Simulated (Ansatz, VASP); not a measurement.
# Ru (zigzag Ru chain, bond 2.672 A): VASP beside Ansatz

One calculation is typed for both programs; each brings its own data sets and cutoff. How far apart do they land?

Main program and level: Ansatz 0.2.0; plane waves, with VASP 6.6.1 beside it; single point at PBEsol, DFT+U.

**1. The starting structure**

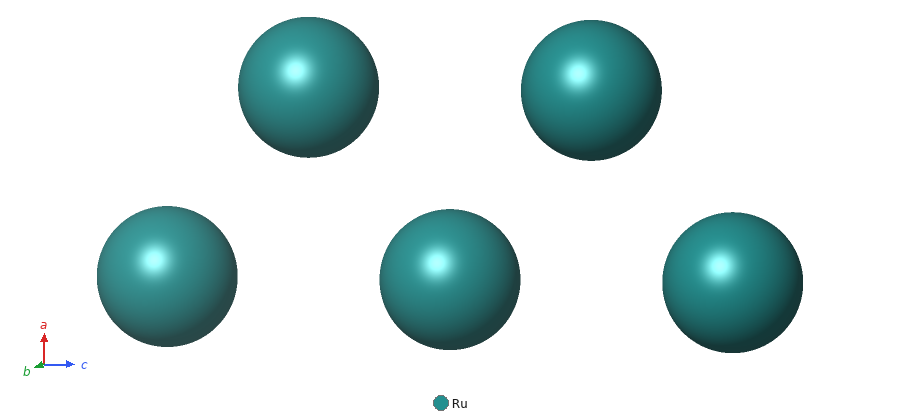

The starting structure, seen from the side, with the c axis across the page (ruthenium teal). Some periodic images of atoms are drawn too.

The cell holds 4 atoms: 4 Ru. Cell: a = 12.000 Å, b = 12.000 Å, c = 6.413 Å, α = 90.0°, β = 90.0°, γ = 90.0°. It derives from Ru (zigzag Ru chain, bond 2.672 A), repeated 1×1×2. As first built, before any earlier steps moved the atoms: model lattice. Vacuum lies along a and b. The structure's axis is c.

Coordinates:

```xyz
4
Lattice="12.0000 0.0000 0.0000 0.0000 12.0000 0.0000 0.0000 0.0000 6.4128" Properties=species:S:1:pos:R:3
Ru    4.9312    6.0000    0.0000
Ru    4.9312    6.0000    3.2064
Ru    7.0688    6.0000    1.6032
Ru    7.0688    6.0000    4.8096
```

**2. VASP: single point, PBEsol, DFT+U**

With cell and atoms fixed, the geometry can't cause a difference; cores, projectors, grids and the points listed under the comparison can.

Lines of VASP's logs that name or quote its potential files are left out, and so is its time.

File INCAR:

```
SYSTEM = Ru
PREC = Normal
ENCUT = 350
EDIFF = 1E-06
NELM = 150
ISMEAR = 1
SIGMA = 0.05
LREAL = .FALSE.
ALGO = Normal
GGA = PS
NBANDS = 42
ISPIN = 2
MAGMOM = 1 1 1 -1
LDAU = .TRUE.
LDAUTYPE = 2
LDAUL = 2
LDAUU = 2
LDAUJ = 0
LDAUPRINT = 1
LASPH = .TRUE.
LMAXMIX = 4
LORBIT = 11
LWAVE = .FALSE.
LCHARG = .FALSE.
NCORE = 2
AMIX = 0.2
BMIX = 1E-04
AMIX_MAG = 0.8
BMIX_MAG = 1E-04
```

File POSCAR:

```
Ru
1.0
   12.0000000000      0.0000000000      0.0000000000
    0.0000000000     12.0000000000      0.0000000000
    0.0000000000      0.0000000000      6.4128000000
Ru
4
Direct
    0.4109333333      0.5000000000      0.0000000000
    0.4109333333      0.5000000000      0.5000000000
    0.5890666667      0.5000000000      0.2500000000
    0.5890666667      0.5000000000      0.7500000000
```

File KPOINTS:

```
Automatic mesh
0
Gamma
1 1 7
0 0 0
```

PAW data sets: Ru_pv (PBE family, release 64).

On the command line:

```console
> mpirun -np 2 vasp_std
```

Numbers of over 12 decimals in the logs are rounded to 6 here.

The log of the run:

```text
[banner, memory and clock lines left out]
running    2 mpi-ranks, on    1 nodes
 distrk:  each k-point on    2 cores,    1 groups
 distr:  one band on    2 cores,    1 groups

 POSCAR found type information on POSCAR Ru
 POSCAR found :  1 types and       4 ions
|                                                                             |
|               ----> ADVICE to this user running VASP <----                  |
|                                                                             |
|     You enforced a specific xc type in the INCAR file but a different       |
|     [... a line on the potential file left out ...]
|     I HOPE YOU KNOW WHAT YOU ARE DOING!                                     |
|                                                                             |

 LDA part: xc-table for (Slater+PW92), standard interpolation
 POSCAR, INCAR and KPOINTS ok, starting setup
 FFT: planning ... GRIDC
 FFT: planning ... GRID_SOFT
 FFT: planning ... GRID
 WAVECAR not read
 entering main loop
       N       E                     dE             d eps       ncg     rms          rms(c)
DAV:   1     0.252628173734E+03    0.25263E+03   -0.23913E+04   928   0.690E+02
DAV:   2     0.151010732453E+02   -0.23753E+03   -0.22159E+03   906   0.184E+02
DAV:   3    -0.126809767101E+02   -0.27782E+02   -0.25415E+02   880   0.455E+01
DAV:   4    -0.134482484654E+02   -0.76727E+00   -0.74725E+00   762   0.731E+00
DAV:   5    -0.134732543640E+02   -0.25006E-01   -0.24960E-01   890   0.127E+00    0.929E+00
DAV:   6    -0.133745213325E+02    0.98733E-01   -0.40953E+00   684   0.872E+00    0.773E+00
DAV:   7    -0.142956654082E+02   -0.92114E+00   -0.35140E+00   748   0.105E+01    0.957E+00
DAV:   8    -0.143119876157E+02   -0.16322E-01   -0.29299E+00   754   0.738E+00    0.570E+00
DAV:   9    -0.145088886392E+02   -0.19690E+00   -0.36646E-01   736   0.425E+00    0.407E+00
DAV:  10    -0.145689094637E+02   -0.60021E-01   -0.25057E-01   764   0.255E+00    0.297E+00
DAV:  11    -0.146545835930E+02   -0.85674E-01   -0.20573E-01   728   0.203E+00    0.193E+00
DAV:  12    -0.146979148749E+02   -0.43331E-01   -0.48383E-02   752   0.898E-01    0.162E+00
DAV:  13    -0.147388598857E+02   -0.40945E-01   -0.81179E-02   724   0.682E-01    0.145E+00
DAV:  14    -0.148138509411E+02   -0.74991E-01   -0.69753E-02   682   0.139E+00    0.195E+00
[...]
DAV:  22    -0.149273445464E+02   -0.39479E-03   -0.90511E-04   718   0.198E-01    0.103E-01
DAV:  23    -0.149275206704E+02   -0.17612E-03   -0.37619E-04   706   0.985E-02    0.807E-02
DAV:  24    -0.149276226728E+02   -0.10200E-03   -0.11036E-04   720   0.602E-02    0.530E-02
DAV:  25    -0.149277126194E+02   -0.89947E-04   -0.50223E-05   772   0.332E-02    0.357E-02
DAV:  26    -0.149277761866E+02   -0.63567E-04   -0.67272E-05   732   0.366E-02    0.169E-02
DAV:  27    -0.149277908810E+02   -0.14694E-04   -0.15378E-05   738   0.170E-02    0.990E-03
DAV:  28    -0.149277937709E+02   -0.28899E-05   -0.49439E-06   528   0.861E-03    0.663E-03
DAV:  29    -0.149277946999E+02   -0.92901E-06   -0.40725E-06   544   0.866E-03
   1 F= -.14927795E+02 E0= -.14927188E+02  d E =-.182057E-02  mag=     5.1461
```

OUTCAR, selected parts (step 2):

```text
ion  position               nearest neighbor table
   1  0.411  0.500  0.000-   3 2.67   4 2.67   2 3.21   2 3.21
   2  0.411  0.500  0.500-   3 2.67   4 2.67   1 3.21   1 3.21
   3  0.589  0.500  0.250-   1 2.67   2 2.67   4 3.21   4 3.21
   4  0.589  0.500  0.750-   1 2.67   2 2.67   3 3.21   3 3.21

  LATTYP: Found a simple tetragonal cell.
 ALAT       =    12.0000000000
 C/A-ratio  =     0.5344000000

 Subroutine GETGRP returns: Found  8 space group operations
 (whereof  4 operations were pure point group operations)

The static configuration has the point symmetry C_2v.
 The point group associated with its full space group is D_2h.

 Found      4 irreducible k-points:

   k-points           NKPTS =      4   k-points in BZ     NKDIM =      4   number of bands    NBANDS=     42

   dimension x,y,z NGX =    56 NGY =   56 NGZ =   30
   dimension x,y,z NGXF=   112 NGYF=  112 NGZF=   60

   ENCUT  =  350.0 eV  25.72 Ry    5.07 a.u.  18.31 18.31  9.78*2*pi/ulx,y,z

   NELECT =      56.0000    total number of electrons

 k-points in reciprocal lattice and weights: Automatic mesh
   0.00000000  0.00000000  0.00000000       0.143
   0.00000000  0.00000000  0.14285714       0.286
   0.00000000  0.00000000  0.28571429       0.286
   0.00000000  0.00000000  0.42857143       0.286

atom =   1  type =  1  l = 2

 onsite density matrix

spin component  1

  0.8328  0.0320  0.0000  0.0000  0.0000
  0.0320  0.8339  0.0000  0.0000  0.0000
  0.0000  0.0000  0.8119  0.0114  0.0242
  0.0000  0.0000  0.0114  0.7649 -0.0008
  0.0000  0.0000  0.0242 -0.0008  0.8606

spin component  2

  0.5215 -0.2823  0.0000  0.0000  0.0000
 -0.2823  0.5806  0.0000  0.0000  0.0000
  0.0000  0.0000  0.1942 -0.0674 -0.0998
  0.0000  0.0000 -0.0674  0.4731  0.1531
  0.0000  0.0000 -0.0998  0.1531  0.1431

 occupancies and eigenvectors

  o =  0.0465  v =  0.0000  0.0000  0.0000  0.0000  0.0000  0.0000  0.0000 -0.4696  0.2316 -0.8519      0.0000  0.0000  0.0000  0.0000  0.0000  0.0000  0.0000  0.0000  0.0000  0.0000
  o =  0.2032  v =  0.0000  0.0000  0.0000  0.0000  0.0000  0.0000  0.0000 -0.8413 -0.4099  0.3524      0.0000  0.0000  0.0000  0.0000  0.0000  0.0000  0.0000  0.0000  0.0000  0.0000
  o =  0.2672  v =  0.0000  0.0000  0.0000  0.0000  0.0000 -0.7430 -0.6693  0.0000  0.0000  0.0000      0.0000  0.0000  0.0000  0.0000  0.0000  0.0000  0.0000  0.0000  0.0000  0.0000
  o =  0.5608  v =  0.0000  0.0000  0.0000  0.0000  0.0000  0.0000  0.0000  0.2676 -0.8822 -0.3874      0.0000  0.0000  0.0000  0.0000  0.0000  0.0000  0.0000  0.0000  0.0000  0.0000
  o =  0.7618  v =  0.0000  0.0000  0.2533 -0.9649 -0.0697  0.0000  0.0000  0.0000  0.0000  0.0000      0.0000  0.0000  0.0000  0.0000  0.0000  0.0000  0.0000  0.0000  0.0000  0.0000
  o =  0.8014  v = -0.7129  0.7013  0.0000  0.0000  0.0000  0.0000  0.0000  0.0000  0.0000  0.0000      0.0000  0.0000  0.0000  0.0000  0.0000  0.0000  0.0000  0.0000  0.0000  0.0000
  o =  0.8048  v =  0.0000  0.0000 -0.8871 -0.2604  0.3811  0.0000  0.0000  0.0000  0.0000  0.0000      0.0000  0.0000  0.0000  0.0000  0.0000  0.0000  0.0000  0.0000  0.0000  0.0000
  o =  0.8349  v =  0.0000  0.0000  0.0000  0.0000  0.0000 -0.6693  0.7430  0.0000  0.0000  0.0000      0.0000  0.0000  0.0000  0.0000  0.0000  0.0000  0.0000  0.0000  0.0000  0.0000
  o =  0.8653  v =  0.7013  0.7129  0.0000  0.0000  0.0000  0.0000  0.0000  0.0000  0.0000  0.0000      0.0000  0.0000  0.0000  0.0000  0.0000  0.0000  0.0000  0.0000  0.0000  0.0000
  o =  0.8707  v =  0.0000  0.0000 -0.3859 -0.0347 -0.9219  0.0000  0.0000  0.0000  0.0000  0.0000      0.0000  0.0000  0.0000  0.0000  0.0000  0.0000  0.0000  0.0000  0.0000  0.0000

atom =   2  type =  1  l = 2

 onsite density matrix

spin component  1

  0.8328 -0.0320  0.0000  0.0000  0.0000
 -0.0320  0.8339  0.0000  0.0000  0.0000
  0.0000  0.0000  0.8119 -0.0114  0.0242
  0.0000  0.0000 -0.0114  0.7649  0.0008
  0.0000  0.0000  0.0242  0.0008  0.8606

spin component  2

  0.5215  0.2823  0.0000  0.0000  0.0000
  0.2823  0.5806  0.0000  0.0000  0.0000
  0.0000  0.0000  0.1942  0.0674 -0.0998
  0.0000  0.0000  0.0674  0.4731 -0.1531
  0.0000  0.0000 -0.0998 -0.1531  0.1431

 occupancies and eigenvectors

  o =  0.0465  v =  0.0000  0.0000  0.0000  0.0000  0.0000  0.0000  0.0000 -0.4696 -0.2316 -0.8519      0.0000  0.0000  0.0000  0.0000  0.0000  0.0000  0.0000  0.0000  0.0000  0.0000
  o =  0.2032  v =  0.0000  0.0000  0.0000  0.0000  0.0000  0.0000  0.0000  0.8413 -0.4099 -0.3524      0.0000  0.0000  0.0000  0.0000  0.0000  0.0000  0.0000  0.0000  0.0000  0.0000
  o =  0.2672  v =  0.0000  0.0000  0.0000  0.0000  0.0000 -0.7430  0.6693  0.0000  0.0000  0.0000      0.0000  0.0000  0.0000  0.0000  0.0000  0.0000  0.0000  0.0000  0.0000  0.0000
  o =  0.5608  v =  0.0000  0.0000  0.0000  0.0000  0.0000  0.0000  0.0000  0.2676  0.8822 -0.3874      0.0000  0.0000  0.0000  0.0000  0.0000  0.0000  0.0000  0.0000  0.0000  0.0000
[...]
o =  0.3763  v =  0.0000  0.0000  0.0000  0.0000  0.0000  1.0000  0.0000  0.0000  0.0000  0.0000      0.0000  0.0000  0.0000  0.0000  0.0000  0.0000  0.0000  0.0000  0.0000  0.0000
  o =  0.4016  v =  0.0000  0.0000  0.0000  0.0000  0.0000  0.0000  0.0000 -0.0000  1.0000  0.0000      0.0000  0.0000  0.0000  0.0000  0.0000  0.0000  0.0000  0.0000  0.0000  0.0000
  o =  0.6672  v =  0.0000  0.0000  0.0000  0.0000  0.0000  0.0000  1.0000  0.0000  0.0000  0.0000      0.0000  0.0000  0.0000  0.0000  0.0000  0.0000  0.0000  0.0000  0.0000  0.0000
  o =  0.7763  v =  0.0000  0.0000  0.0000 -1.0000  0.0000  0.0000  0.0000  0.0000  0.0000  0.0000      0.0000  0.0000  0.0000  0.0000  0.0000  0.0000  0.0000  0.0000  0.0000  0.0000
  o =  0.8282  v =  0.0000  0.0000 -0.9543  0.0000  0.2989  0.0000  0.0000  0.0000  0.0000  0.0000      0.0000  0.0000  0.0000  0.0000  0.0000  0.0000  0.0000  0.0000  0.0000  0.0000
  o =  0.8430  v =  0.0000  1.0000  0.0000  0.0000  0.0000  0.0000  0.0000  0.0000  0.0000  0.0000      0.0000  0.0000  0.0000  0.0000  0.0000  0.0000  0.0000  0.0000  0.0000  0.0000
  o =  0.8682  v =  1.0000  0.0000  0.0000  0.0000  0.0000  0.0000  0.0000  0.0000  0.0000  0.0000      0.0000  0.0000  0.0000  0.0000  0.0000  0.0000  0.0000  0.0000  0.0000  0.0000
  o =  0.8723  v =  0.0000  0.0000 -0.2989  0.0000 -0.9543  0.0000  0.0000  0.0000  0.0000  0.0000      0.0000  0.0000  0.0000  0.0000  0.0000  0.0000  0.0000  0.0000  0.0000  0.0000

atom =   4  type =  1  l = 2

 onsite density matrix

spin component  1

  0.0566  0.0000  0.0000  0.0000  0.0000
  0.0000  0.0413  0.0000  0.0000  0.0000
  0.0000  0.0000  0.3894  0.0000  0.2859
  0.0000  0.0000  0.0000  0.5645  0.0000
  0.0000  0.0000  0.2859  0.0000  0.6721

spin component  2

  0.8820  0.0000  0.0000  0.0000  0.0000
  0.0000  0.8776  0.0000  0.0000  0.0000
  0.0000  0.0000  0.8248  0.0000  0.0019
  0.0000  0.0000  0.0000  0.7839  0.0000
  0.0000  0.0000  0.0019  0.0000  0.8402

 occupancies and eigenvectors

  o =  0.0413  v =  0.0000  1.0000  0.0000  0.0000  0.0000  0.0000  0.0000  0.0000  0.0000  0.0000      0.0000  0.0000  0.0000  0.0000  0.0000  0.0000  0.0000  0.0000  0.0000  0.0000
  o =  0.0566  v =  1.0000  0.0000  0.0000  0.0000  0.0000  0.0000  0.0000  0.0000  0.0000  0.0000      0.0000  0.0000  0.0000  0.0000  0.0000  0.0000  0.0000  0.0000  0.0000  0.0000
  o =  0.2119  v =  0.0000  0.0000  0.8495  0.0000 -0.5276  0.0000  0.0000  0.0000  0.0000  0.0000      0.0000  0.0000  0.0000  0.0000  0.0000  0.0000  0.0000  0.0000  0.0000  0.0000
  o =  0.5645  v =  0.0000  0.0000 -0.0000  1.0000 -0.0000  0.0000  0.0000  0.0000  0.0000  0.0000      0.0000  0.0000  0.0000  0.0000  0.0000  0.0000  0.0000  0.0000  0.0000  0.0000
  o =  0.7839  v =  0.0000  0.0000  0.0000  0.0000  0.0000  0.0000  0.0000  0.0000 -1.0000  0.0000      0.0000  0.0000  0.0000  0.0000  0.0000  0.0000  0.0000  0.0000  0.0000  0.0000
  o =  0.8245  v =  0.0000  0.0000  0.0000  0.0000  0.0000  0.0000  0.0000 -0.9924  0.0000  0.1229      0.0000  0.0000  0.0000  0.0000  0.0000  0.0000  0.0000  0.0000  0.0000  0.0000
  o =  0.8404  v =  0.0000  0.0000  0.0000  0.0000  0.0000  0.0000  0.0000 -0.1229  0.0000 -0.9924      0.0000  0.0000  0.0000  0.0000  0.0000  0.0000  0.0000  0.0000  0.0000  0.0000
  o =  0.8496  v =  0.0000  0.0000  0.5276  0.0000  0.8495  0.0000  0.0000  0.0000  0.0000  0.0000      0.0000  0.0000  0.0000  0.0000  0.0000  0.0000  0.0000  0.0000  0.0000  0.0000
  o =  0.8776  v =  0.0000  0.0000  0.0000  0.0000  0.0000  0.0000  1.0000  0.0000  0.0000  0.0000      0.0000  0.0000  0.0000  0.0000  0.0000  0.0000  0.0000  0.0000  0.0000  0.0000
  o =  0.8820  v =  0.0000  0.0000  0.0000  0.0000  0.0000  1.0000  0.0000  0.0000  0.0000  0.0000      0.0000  0.0000  0.0000  0.0000  0.0000  0.0000  0.0000  0.0000  0.0000  0.0000

 average (electrostatic) potential at core
       1 -81.8936       2 -81.8936       3 -81.8970       4 -82.3084

 E-fermi :  -3.0605

 spin component 1
 k-point     1 :       0.0000    0.0000    0.0000
  band No.  band energies     occupation
    ...
     26      -4.5412      1.00000
     27      -4.3409      1.00000
     28      -4.1516      1.00000
     29      -3.7745      1.00000
     30      -3.3731      1.00000
     31      -2.7114     -0.00000
     32      -2.4869     -0.00000
     33      -2.1329     -0.00000
     34      -1.8579      0.00000
     35      -1.2723      0.00000
    ...

 k-point     2 :       0.0000    0.0000    0.1429
  band No.  band energies     occupation
    ...
     26      -4.5534      1.00000
     27      -4.3866      1.00000
     28      -4.2123      1.00000
     29      -3.7682      1.00000
     30      -3.3653      1.00000
     31      -2.8654     -0.00000
     32      -2.5077     -0.00000
     33      -2.1204     -0.00000
     34      -1.9385      0.00000
     35      -1.8701      0.00000
    ...

 k-point     3 :       0.0000    0.0000    0.2857
  band No.  band energies     occupation
    ...
     27      -4.4844      1.00000
     28      -4.3408      1.00000
     29      -3.7753      1.00000
     30      -3.5674      1.00000
     31      -3.1653      1.00580
     32      -2.6560     -0.00000
     33      -2.2274     -0.00000
     34      -2.1440     -0.00000
     35      -2.0010      0.00000
     36      -0.8294      0.00000
    ...

 k-point     4 :       0.0000    0.0000    0.4286
  band No.  band energies     occupation
    ...
     27      -4.5501      1.00000
     28      -4.4537      1.00000
     29      -4.1249      1.00000
     30      -3.7255      1.00000
     31      -3.3165      1.00000
     32      -2.7214     -0.00000
     33      -2.2023     -0.00000
     34      -2.0394      0.00000
     35      -1.9858      0.00000
     36      -1.4201      0.00000
    ...

 spin component 2
 k-point     1 :       0.0000    0.0000    0.0000
  band No.  band energies     occupation
    ...
     21      -4.1422      1.00000
     22      -3.7755      1.00000
     23      -3.6807      1.00000
     24      -3.5844      1.00000
     25      -3.2505      1.00000
     26      -2.3457     -0.00000
     27      -2.2812     -0.00000
     28      -2.1948     -0.00000
     29      -2.0639     -0.00000
     30      -1.9763      0.00000
    ...

 k-point     2 :       0.0000    0.0000    0.1429
  band No.  band energies     occupation
    ...
     21      -4.1180      1.00000
     22      -3.7844      1.00000
     23      -3.7549      1.00000
     24      -3.5614      1.00000
     25      -3.2741      1.00000
     26      -2.6065     -0.00000
     27      -2.2754     -0.00000
     28      -2.1186     -0.00000
     29      -2.1152     -0.00000
     30      -2.0020      0.00000
    ...

  Total       -9.3645791     -0.6346133    -14.8347872      0.0000000      0.0000000      0.0000000
  in kB      -16.2475790     -1.1010564    -25.7384101      0.0000000      0.0000000      0.0000000
  external PRESSURE =     -14.3623485 kB  Pullay stress =       0.0000000 kB

  energy-cutoff  :      350.00
  volume of cell :      923.44
      direct lattice vectors                 reciprocal lattice vectors
    12.000000000  0.000000000  0.000000000     0.083333333  0.000000000  0.000000000
     0.000000000 12.000000000  0.000000000     0.000000000  0.083333333  0.000000000
     0.000000000  0.000000000  6.412800000     0.000000000  0.000000000  0.155938124

 POSITION                                       TOTAL-FORCE (eV/Angst)
 -----------------------------------------------------------------------------------
      4.93120      6.00000      0.00000         2.036651      0.000000      0.876450
      4.93120      6.00000      3.20640         2.036651      0.000000     -0.876450
      7.06880      6.00000      1.60320        -2.711569      0.000000      0.000000
      7.06880      6.00000      4.80960        -1.361733      0.000000      0.000000
 -----------------------------------------------------------------------------------
    total drift:                               -0.000430      0.000000      0.000000

  FREE ENERGIE OF THE ION-ELECTRON SYSTEM (eV)
  ---------------------------------------------------
  free  energy   TOTEN  =       -14.9277946999 eV

  energy  without entropy=      -14.9259741291  energy(sigma->0) =      -14.92718784

 total charge
# of ion       s       p       d       tot
------------------------------------------
    1        0.299   6.034   5.977  12.310
    2        0.299   6.034   5.977  12.310
    3        0.317   6.037   5.948  12.301
    4        0.321   6.037   5.894  12.253
--------------------------------------------------
tot          1.237  24.142  23.795  49.174

 magnetization (x)
# of ion       s       p       d       tot
------------------------------------------
    1        0.051   0.013   2.181   2.245
    2        0.051   0.013   2.181   2.245
    3        0.066   0.010   2.378   2.454
    4       -0.083  -0.007  -2.472  -2.562
--------------------------------------------------
tot          0.085   0.030   4.267   4.382

[... 2 further parts left out ...]
```

(Continued in part 2 of 2.)

[Lines on the potential files, build, host, timing and source positions are cut from VASP's logs without a mark.]

[Logs are printed without paths, hosts, clocks, repeated set-up lines and the standing remarks that a program may print on its own settings, such as how far it seeks lower states.]

[Hosts, paths, dates, database ids (printed as entryN), source tags and the programs' standing remarks are cut or masked in the printed files.]
